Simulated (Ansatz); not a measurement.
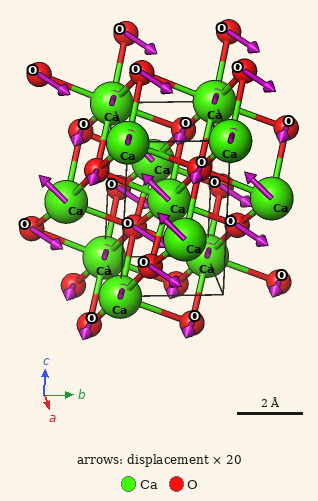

A relaxation of solid CaO (a generated structure, set up in P1) (coarse preliminary run). The starting structure is drawn; purple arrows show the displacements (the part carried along by the change of the cell is left out), 20 times their true length.

A ball-and-stick model of the cell of the calculation, reduced to other axes, seen from a free direction. Lengths and directions refer to the drawn axes.

These are results of Ansatz 0.2.0, DFT PBE, scalar-relativistic, plane waves, PAW, not measurements.

The input:
```yaml
crystal:
  lattice:
    - [-2.4063862907, -0.014014162, -2.3454931037]
    - [-2.4538389908, -2.4778469718, 0.0334385382]
    - [-4.9107713667, 2.4475018187, 2.4575060511]
  atoms:
    - { symbol: Ca, position: [0.5114122949, 0.4866648288, 0.5076530307] }
    - { symbol: Ca, position: [1.0176555388, 1.004906187, 0.9977011064] }
    - { symbol: O, position: [0.2433484397, 0.2446750337, 0.2483948207] }
    - { symbol: O, position: [0.7275837266, 0.7637539505, 0.7462510423] }
basis:
  ecutwfc: 420
kpoints:
  mp_grid: { grid: [6, 6, 6] }
hamiltonian:
  xc: pbe
scf:
  occupations: { method: gaussian, width: 0.1 }
  lower_state_search: "off"
output:
  forces: true
  stress: true
  eigenvalues: true
relax:
  adjacent_minimum: "off"
  f_tol: 0.025
  max_steps: 60
  cell: { stress_tol: 0.25 }
```

Run as
```bash
ansatz run input.yaml --threads 1 --pin off --max-ram 2048MiB --backend cpu --events-out ev --progress --plain --runs-dir out
```

Question: What happened in the run?

Answer: The atom that moves furthest relative to the cell is O4 (0.073 Å along [3 3 −1]). By element the largest moves are O 0.073 Å, Ca 0.067 Å. The drawn cell changes as follows: a 3.360 → 3.414 Å (+1.6 %), b 3.425 → 3.416 Å (−0.3 %), c 5.950 → 5.917 Å (−0.5 %), α 74.4° → 73.3°, β 74.7° → 73.3°, γ 61.8° → 60.1°; the volume changes by −1.7 %. Near-neighbour distances that change, for instance: Ca2–O4 2.294 → 2.414 Å, Ca2–O4 (another image) 2.525 → 2.416 Å, Ca1–O3 2.512 → 2.416 Å, Ca1–Ca2 3.510 → 3.416 Å. Bond angles that change, for instance: Ca1–O4–Ca2 175.1° → 180.0°, Ca1–O3–Ca2 94.9° → 90.1°, O3–Ca1–O4 175.3° → 180.0°. The space group (tolerance 0.01 Å) goes from P1 (No. 1) to Fm-3m (No. 225). After 3 accepted moves (4 points after the start) the energy has fallen by 21.2 meV per atom. Largest force component: 0.58 eV/Å at the start, 0.00039 eV/Å at the end. The pressure goes from −1.14 to −0.07 GPa. The SCF was repeated once at an unchanged geometry on a basis and grid sized afresh for the cell, which shifted the energy by 0.3 meV per atom at most. The run took 64 s on 1 thread of Arm Neoverse V1, on a shared host, peak memory 0.41 GiB.
